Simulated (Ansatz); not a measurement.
System: HfO$_{2}$.

Input file:

```
crystal:
  lattice:
    - [0.0, 2.5575, 2.5575]
    - [2.5575, 0.0, 2.5575]
    - [2.5575, 2.5575, 0.0]
  atoms:
    - { symbol: Hf, position: [0.0, 0.0, 0.0] }
    - { symbol: O, position: [0.75, 0.75, 0.75] }
    - { symbol: O, position: [0.25, 0.25, 0.25] }
hamiltonian:
  xc: revpbe
  pseudopotentials: { kind: paw }
  dispersion: d3bj
kpoints:
  mp_grid: { grid: [9, 9, 9] }
scf:
  occupations: { method: fermi_dirac, width: 0.05 }
output:
  forces: true
  stress: true
  write_density: true
  write_potential: true
  elf: true
  volumetric_format: npy
relax:
  f_tol: 0.01
  max_steps: 40
  cell: { stress_tol: 0.05 }
```

Command:

```sh
ansatz run input.yaml --threads 2 --pin off --max-ram 5632MiB --backend cpu --events-out ev --progress --plain --runs-dir out
```

Below, planes, directions and counts refer to the conventional cell (a = 5.08 Å, b = 5.08 Å, c = 5.08 Å, α = 90.00°, β = 90.00°, γ = 90.00°).

The fields are those of the relaxed geometry.

Space group Fm-3m.

Method: Ansatz 0.2.0, Kohn-Sham DFT of a periodic cell, revPBE with D3(BJ), Ansatz PAW.

Q: Predict the valence pseudo-density and electron localisation function between the atoms.

A: Hf–O (2.20 Å): the density is about 0.57 e/Å³ at the midpoint; the ELF peaks at about 0.85 in the valence shell of O, 0.6 Å from its nucleus, and drops to about 0.15 between the two atoms (no shared electron pair shows on this line).

Q: Metal or insulator at this level of theory?

A: It is gapped, with a Kohn–Sham gap of 4.0 eV on the k-point mesh (the band edges may lie off the mesh, which would make the gap smaller).

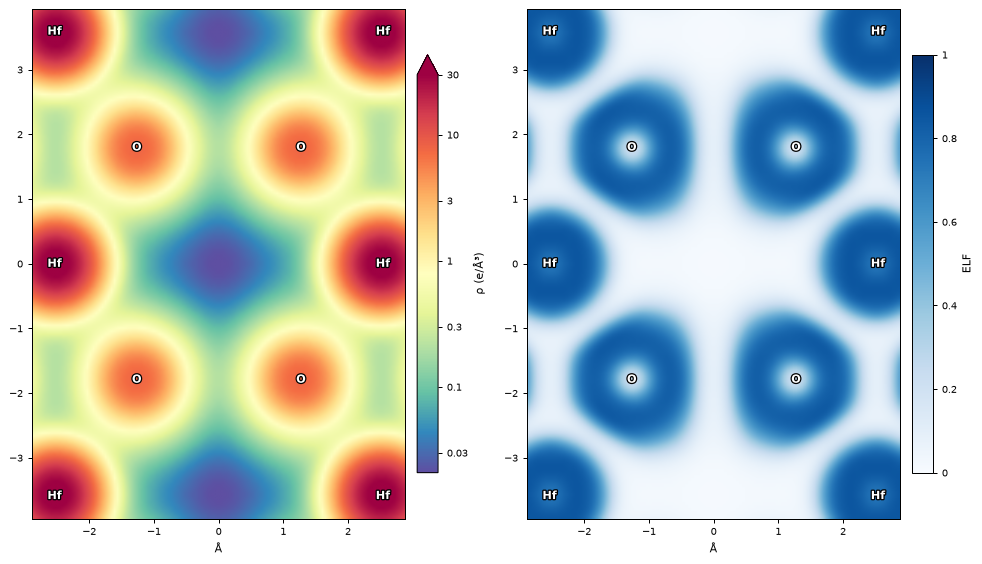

Computed valence pseudo-density and electron localisation function on the (011) plane of the conventional cell, in this order. 
